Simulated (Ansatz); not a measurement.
**Single-point calculation, with input and output: Ga32As22P10 (part 1 of 2)**

The run: single-point calculation of Ga32As22P10 (P1, 64 atoms in the cell). Method and program: DFT, HSE06, PAW, plane waves (Ansatz 0.2.0).

The structure was built on a prototype by a generator; it need not be a known phase.

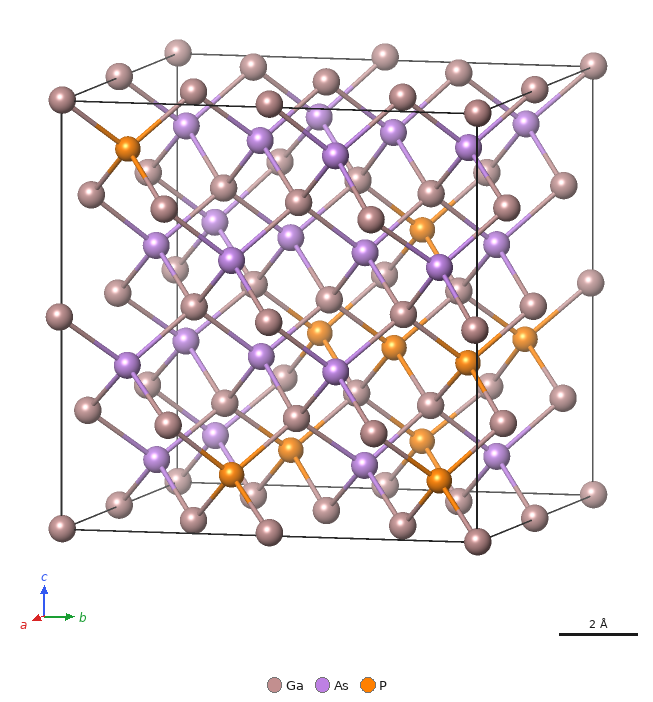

Figure 1. The structure as given in the input (ball-and-stick view of the cell of the calculation, seen slightly off an axis).

Input
```yaml
crystal:
  lattice:
    - [11.194424, 0.000000, 0.000000]
    - [0.000000, 11.194424, 0.000000]
    - [0.000000, 0.000000, 11.194424]
  atoms:
    - { symbol: Ga, position: [0.993896, 0.000096, 0.000919] }
    - { symbol: Ga, position: [0.003755, 0.995925, 0.495780] }
    - { symbol: Ga, position: [0.000941, 0.500515, 0.007538] }
    - { symbol: Ga, position: [0.006232, 0.500357, 0.499064] }
    - { symbol: Ga, position: [0.499942, 0.999577, 0.001510] }
    - { symbol: Ga, position: [0.503172, 0.996935, 0.496343] }
    - { symbol: Ga, position: [0.496738, 0.497200, 0.003851] }
    - { symbol: Ga, position: [0.495823, 0.503824, 0.495531] }
    - { symbol: Ga, position: [0.252727, 0.253499, 0.004083] }
    - { symbol: Ga, position: [0.246051, 0.253424, 0.496111] }
    - { symbol: Ga, position: [0.246069, 0.745933, 0.004660] }
    - { symbol: Ga, position: [0.246884, 0.746234, 0.495836] }
    - { symbol: Ga, position: [0.757301, 0.249987, 0.001453] }
    - { symbol: Ga, position: [0.750483, 0.249714, 0.499230] }
    - { symbol: Ga, position: [0.753783, 0.752602, 0.004258] }
    - { symbol: Ga, position: [0.747935, 0.752589, 0.496535] }
    - { symbol: Ga, position: [0.245713, 0.996781, 0.253341] }
    - { symbol: Ga, position: [0.249983, 0.999833, 0.750116] }
    - { symbol: Ga, position: [0.249884, 0.501243, 0.250363] }
    - { symbol: Ga, position: [0.245602, 0.503187, 0.746717] }
    - { symbol: Ga, position: [0.750159, 0.993651, 0.249989] }
    - { symbol: Ga, position: [0.754337, 0.003282, 0.753601] }
    - { symbol: Ga, position: [0.754252, 0.496961, 0.246844] }
    - { symbol: Ga, position: [0.750113, 0.500917, 0.750472] }
    - { symbol: Ga, position: [0.000489, 0.256757, 0.250678] }
    - { symbol: Ga, position: [0.997499, 0.246299, 0.754491] }
    - { symbol: Ga, position: [0.003613, 0.752733, 0.246754] }
    - { symbol: Ga, position: [0.003326, 0.745878, 0.745649] }
    - { symbol: Ga, position: [0.496632, 0.252712, 0.246565] }
    - { symbol: Ga, position: [0.499831, 0.250697, 0.748949] }
    - { symbol: Ga, position: [0.499424, 0.748754, 0.256894] }
    - { symbol: Ga, position: [0.499929, 0.750134, 0.751218] }
    - { symbol: As, position: [0.123206, 0.125951, 0.126168] }
    - { symbol: As, position: [0.123988, 0.124913, 0.623972] }
    - { symbol: As, position: [0.627084, 0.125160, 0.125532] }
    - { symbol: As, position: [0.626084, 0.123737, 0.625032] }
    - { symbol: As, position: [0.625040, 0.624941, 0.127080] }
    - { symbol: As, position: [0.623868, 0.625792, 0.623148] }
    - { symbol: As, position: [0.372890, 0.377019, 0.622992] }
    - { symbol: As, position: [0.373952, 0.872968, 0.128093] }
    - { symbol: As, position: [0.374023, 0.872899, 0.622123] }
    - { symbol: As, position: [0.877288, 0.375107, 0.625241] }
    - { symbol: As, position: [0.875948, 0.875034, 0.624202] }
    - { symbol: As, position: [0.373879, 0.124913, 0.374192] }
    - { symbol: As, position: [0.375201, 0.126098, 0.876317] }
    - { symbol: As, position: [0.372803, 0.623920, 0.876086] }
    - { symbol: As, position: [0.876434, 0.123872, 0.372916] }
    - { symbol: As, position: [0.877773, 0.625874, 0.373147] }
    - { symbol: As, position: [0.877427, 0.625080, 0.877246] }
    - { symbol: As, position: [0.124246, 0.376072, 0.877150] }
    - { symbol: As, position: [0.123105, 0.873702, 0.876215] }
    - { symbol: As, position: [0.624184, 0.376032, 0.373234] }
    - { symbol: As, position: [0.626102, 0.373951, 0.877421] }
    - { symbol: As, position: [0.627298, 0.875794, 0.876443] }
    - { symbol: P, position: [0.124811, 0.623999, 0.128383] }
    - { symbol: P, position: [0.125927, 0.624911, 0.621592] }
    - { symbol: P, position: [0.372967, 0.377259, 0.127400] }
    - { symbol: P, position: [0.877343, 0.375032, 0.125369] }
    - { symbol: P, position: [0.876383, 0.874793, 0.126532] }
    - { symbol: P, position: [0.371987, 0.625158, 0.373865] }
    - { symbol: P, position: [0.875294, 0.124979, 0.877598] }
    - { symbol: P, position: [0.125921, 0.378078, 0.372943] }
    - { symbol: P, position: [0.125181, 0.871618, 0.374062] }
    - { symbol: P, position: [0.625076, 0.873679, 0.373958] }
kpoints:
  mp_grid: { grid: [1, 1, 1] }
hamiltonian:
  xc: hse06
scf:
  occupations: { method: fermi_dirac, width: 0.01 }
output:
  forces: true
  eigenvalues: true
  populations: true
  eigenstates: { kpoints: [[0, 0, 0]], e_range: [-6.0, 6.0], localisation: true }
```

What the program printed
```
Pseudopotentials: kind: paw
Functional definition: HSE06
  parameter a = 0.25
  parameter omega = 0.11/bohr
  exchange = pbe_x - a*pbe_x_sr(omega) + a*exact_x_sr(omega)
  correlation = pbe_c
Crystal: 64 atoms, lattice volume = 1402.831 Å³
Basis set: ecut = 420 eV, 27369 PW (Γ), exchange–correlation on 150×150×150 points (8 copies of the dense FFT grid, shifted against one another)
Bands: 478, of which v1, the nominal top of the filled ones, is band 398 counted from 1 (397 counted from 0)
Symmetry: 1 space group operations
Space group: P1 (ITA 1), of the structure as read, at distance tolerance 1.1e-4 Å
k-points: 1
Non-local potential: Ga, projectors of the file, l = 0: 2, l = 1: 2, l = 2: 3, l = 3: 1
Non-local potential: As, projectors of the file, l = 0: 2, l = 1: 2, l = 2: 3, l = 3: 1
Non-local potential: P, projectors of the file, l = 0: 2, l = 1: 2, l = 2: 2
PAW form: soft (Blöchl's): semilocal exchange-correlation on the pseudo side does not see the compensation charge
PAW frozen core: Ga, regenerated for the run's functional, and the local potential with it (the file was generated under x = pbe(κ = 0.804, μ = 0.2195149727645171), c = pbe(β = 0.06672455060314922))
PAW frozen core: As, regenerated for the run's functional, and the local potential with it (the file was generated under x = pbe(κ = 0.804, μ = 0.2195149727645171), c = pbe(β = 0.06672455060314922))
PAW frozen core: P, regenerated for the run's functional, and the local potential with it (the file was generated under x = pbe(κ = 0.804, μ = 0.2195149727645171), c = pbe(β = 0.06672455060314922))
PAW one-centre angular grid: Ga, 590 points (default); XC on 64 Gauss nodes
PAW one-centre angular grid: As, 590 points (default); XC on 64 Gauss nodes
PAW one-centre angular grid: P, 110 points (default); XC on 64 Gauss nodes
Initial density: superposition of atomic densities (neutral atoms: chi_scale 0, normalization atom), corrected by the library's trained network
Initial wavefunctions: pseudopotential atomic-orbital guess
Functional: x = pbe(κ = 0.804, μ = 0.2195149727645171), c = pbe(β = 0.06672455060314922), warm-up for x = pbe(κ = 0.804, μ = 0.2195149727645171) + 0.25 (exact − pbe) at short range (hse, ω = 0.20786987370883472 Å⁻¹), c = pbe(β = 0.06672455060314922); HSE06 as pw.x's `hse` composes it (authors' and Libxc's form: `xc: wpbeh`)
SCF iter   1: F=—  HF=-235465.854467 eV  |F-HF|=—  |Δ(HF+E_count)|=         —  Δρ=1.77e-3  dr2=2.54e-2  ethr=1.77e-3  ⟨swp⟩=12.0  Hψ=1886  notcnv=0
preconditioner: auto → none  [insulator: Δε(μ)=0.859 eV  Ē_g=14.364 eV  σ=0.010 eV  W_gap=1.00  n_scr=364 (ndim 8)  ℏωp=23.8 eV  f_vac=0.059  D(μ)=0.00/eV (n_scr^D=0)]
SCF iter   2: F=—  HF=-235465.864530 eV  |F-HF|=—  |Δ(HF+E_count)|=   1.01e-2  Δρ=7.17e-4  dr2=6.59e-3  ethr=3.19e-6  ⟨swp⟩=8.0  Hψ=1874  notcnv=0  defer=22
SCF iter   3: F=—  HF=-235465.867857 eV  |F-HF|=—  |Δ(HF+E_count)|=   3.33e-3  Δρ=4.27e-4  dr2=1.70e-2  ethr=8.27e-7  ⟨swp⟩=14.0  Hψ=1707  notcnv=0  defer=22  recentre
iter 4 solved again at ethr=7.93e-8 eV; its pass at ethr=8.27e-7 eV (dr2=6.31e-4 eV) is discarded
SCF iter   4: F=—  HF=-235465.865381 eV  |F-HF|=—  |Δ(HF+E_count)|=   2.48e-3  Δρ=1.89e-4  dr2=6.69e-4  ethr=7.93e-8  ⟨swp⟩=5.0  Hψ=2472  notcnv=0  defer=22
SCF iter   5: F=—  HF=-235465.865462 eV  |F-HF|=—  |Δ(HF+E_count)|=   8.15e-5  Δρ=5.76e-5  dr2=9.18e-5  ethr=7.93e-8  ⟨swp⟩=6.0  Hψ=1041  notcnv=0  defer=14
SCF iter   6: F=-235465.865462 eV  HF=-235465.865463 eV  |F-HF|=9.38e-7  |Δ(HF+E_count)|=   5.68e-7  Δρ=1.49e-5  dr2=4.85e-6  ethr=1.15e-8  ⟨swp⟩=6.0  Hψ=1039  notcnv=0  defer=11
SCF 1 stopped early in 6 iterations: F = -235465.865462 eV  dr2 = 4.85e-6
  greatest PAW one-centre occupation: 0.999 electrons in one spin orbital (limit 2), on the As atom at site 42 (counted from 0), in its partial waves of l = 2
Initial density: handed on by an earlier stage of this run
Initial wavefunctions: those handed on with the density
Functional: x = pbe(κ = 0.804, μ = 0.2195149727645171) + 0.25 (exact − pbe) at short range (hse, ω = 0.20786987370883472 Å⁻¹), c = pbe(β = 0.06672455060314922); HSE06 as pw.x's `hse` composes it (authors' and Libxc's form: `xc: wpbeh`)
Exchange kernel: α = 0.2500, screened, ω = 0.2079 Å⁻¹, Wigner–Seitz truncation, v(0) = 954.9858 eV·Å³, q-mesh 1×1×1, nearest image of the exchange supercell L = 11.19 Å, pair-density grid 50×50×50, without the augmentation charges, whose exchange is taken in its separable form (sized by the pseudopotential files, 75×75×75 at the most), smooth part of the exchange summed in real space on grids 50×4
Frozen-core exchange: fock
SCF iter   1: F=—  HF=-235516.330918 eV  |F-HF|=—  |Δ(HF+E_count)|=         —  Δρ=1.28e-2  dr2=9.10e-1  ethr=6.10e-9  ⟨swp⟩=17.0  Hψ=3325  notcnv=0
preconditioner: auto → none  [insulator: Δε(μ)=1.748 eV  Ē_g=17.055 eV  σ=0.010 eV  W_gap=1.00  n_scr=364 (ndim 8)  ℏωp=23.8 eV  f_vac=0.061  D(μ)=0.00/eV (n_scr^D=0)]
SCF iter   2: F=—  HF=-235515.757560 eV  |F-HF|=—  |Δ(HF+E_count)|=   5.73e-1  Δρ=2.77e-3  dr2=8.94e-2  ethr=6.10e-9  ⟨swp⟩=6.0  Hψ=2421  notcnv=0
SCF iter   3: F=—  HF=-235516.029225 eV  |F-HF|=—  |Δ(HF+E_count)|=   2.72e-1  Δρ=3.16e-3  dr2=5.73e-2  ethr=6.10e-9  ⟨swp⟩=6.0  Hψ=2417  notcnv=0
SCF iter   4: F=—  HF=-235516.024785 eV  |F-HF|=—  |Δ(HF+E_count)|=   4.44e-3  Δρ=1.17e-3  dr2=2.05e-2  ethr=6.10e-9  ⟨swp⟩=5.0  Hψ=2182  notcnv=0
SCF iter   5: F=—  HF=-235516.028361 eV  |F-HF|=—  |Δ(HF+E_count)|=   3.58e-3  Δρ=6.26e-4  dr2=3.30e-2  ethr=6.10e-9  ⟨swp⟩=6.0  Hψ=2086  notcnv=0
SCF iter   6: F=—  HF=-235516.022864 eV  |F-HF|=—  |Δ(HF+E_count)|=   5.50e-3  Δρ=1.34e-4  dr2=1.68e-3  ethr=6.10e-9  ⟨swp⟩=5.0  Hψ=1991  notcnv=0
SCF iter   7: F=—  HF=-235516.030220 eV  |F-HF|=—  |Δ(HF+E_count)|=   7.36e-3  Δρ=2.48e-4  dr2=8.64e-4  ethr=6.10e-9  ⟨swp⟩=6.0  Hψ=1913  notcnv=0
SCF iter   8: F=-235516.029859 eV  HF=-235516.029878 eV  |F-HF|=1.91e-5  |Δ(HF+E_count)|=   3.41e-4  Δρ=3.41e-5  dr2=3.68e-5  ethr=6.10e-9  ⟨swp⟩=4.0  Hψ=1511  notcnv=0
SCF 2 stopped early in 8 iterations: F = -235516.029859 eV  dr2 = 3.68e-5
  Residual-converged pass: ⟨swp⟩=3.0  Hψ=1246  notcnv=0  max |occ|·‖R‖ = 6.0e-6 eV (tolerance 6.7e-6 eV)  dr2=3.69e-5  dr2_onsite=3.90e-6  max |Δocc| = 0.0e0
  greatest PAW one-centre occupation: 0.999 electrons in one spin orbital (limit 2), on the As atom at site 52 (counted from 0), in its partial waves of l = 2
hybrid outer 1: dexx = +3.226e-1 eV, tail = 1.25e-3 eV
SCF iter   1: F=—  HF=-235516.028020 eV  |F-HF|=—  |Δ(HF+E_count)|=         —  Δρ=6.10e-5  dr2=7.36e-5  ethr=7.84e-7  ⟨swp⟩=11.0  Hψ=1247  notcnv=0
preconditioner: auto → none  [insulator: Δε(μ)=1.828 eV  Ē_g=16.875 eV  σ=0.010 eV  W_gap=1.00  n_scr=364 (ndim 8)  ℏωp=23.8 eV  f_vac=0.060  D(μ)=0.00/eV (n_scr^D=0)]
SCF iter   2: F=—  HF=-235516.028030 eV  |F-HF|=—  |Δ(HF+E_count)|=   1.02e-5  Δρ=2.90e-5  dr2=2.17e-5  ethr=7.79e-9  ⟨swp⟩=4.0  Hψ=1506  notcnv=0
SCF iter   3: F=—  HF=-235516.028062 eV  |F-HF|=—  |Δ(HF+E_count)|=   3.15e-5  Δρ=2.48e-5  dr2=1.27e-5  ethr=2.08e-9  ⟨swp⟩=6.0  Hψ=1206  notcnv=0  defer=22
SCF iter   4: F=—  HF=-235516.028059 eV  |F-HF|=—  |Δ(HF+E_count)|=   2.58e-6  Δρ=6.70e-6  dr2=2.78e-6  ethr=1.52e-9  ⟨swp⟩=6.0  Hψ=1127  notcnv=0  defer=21
SCF iter   5: F=—  HF=-235516.028059 eV  |F-HF|=—  |Δ(HF+E_count)|=   4.04e-7  Δρ=4.44e-6  dr2=5.95e-7  ethr=2.63e-10  ⟨swp⟩=8.0  Hψ=1217  notcnv=0  defer=14
SCF iter   6: F=—  HF=-235516.028060 eV  |F-HF|=—  |Δ(HF+E_count)|=   9.84e-7  Δρ=3.32e-6  dr2=4.47e-7  ethr=5.43e-11  ⟨swp⟩=8.0  Hψ=1340  notcnv=0  defer=22
SCF iter   7: F=-235516.028060 eV  HF=-235516.028060 eV  |F-HF|=1.66e-8  |Δ(HF+E_count)|=   9.76e-8  Δρ=8.84e-7  dr2=2.47e-8  ethr=5.37e-11  ⟨swp⟩=5.0  Hψ=1031  notcnv=0  defer=22
SCF 3 converged in 7 iterations: F = -235516.028060 eV  dr2 = 2.47e-8
  Residual-converged pass: ⟨swp⟩=4.0  Hψ=1277  notcnv=0  max |occ|·‖R‖ = 2.2e-6 eV (tolerance 2.5e-6 eV)  dr2=2.48e-8  dr2_onsite=2.00e-9  max |Δocc| = 0.0e0
```
